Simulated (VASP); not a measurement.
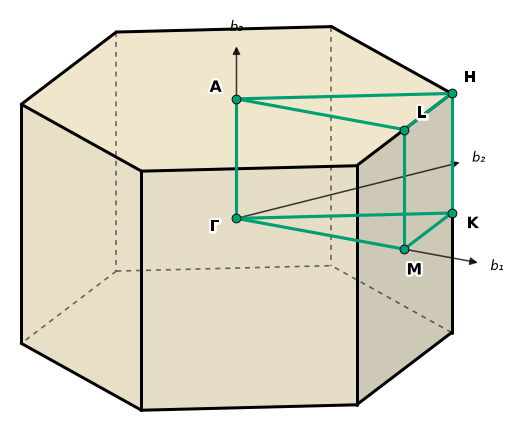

For AlN, the geometry relaxed with VASP Kohn-Sham DFT of a periodic cell, r2SCAN, VASP PAW PBE potentials, recommended (VASP 6.6.1): the figure shows the first Brillouin zone with its special points and a band path. All values are computed from the atomic coordinates in the standard setting (tolerance 0.002 Å).

Labels and path follow the convention of Hinuma et al. (2017), as computed by seekpath; the arrows show the directions of the reciprocal primitive vectors b₁, b₂, b₃.

Q: What lattice type do the shape and the labels point to?

A: A primitive hexagonal lattice (hP; extended symbol hP2). The zone is a hexagonal prism in its combinatorial type: 8 faces (6 with 4 edges, 2 with 6 edges), 18 edges, 12 vertices.

Q: Write the standard path through the labelled points.

A: Γ–M–K–Γ–A–L–H–A | L–M | H–K
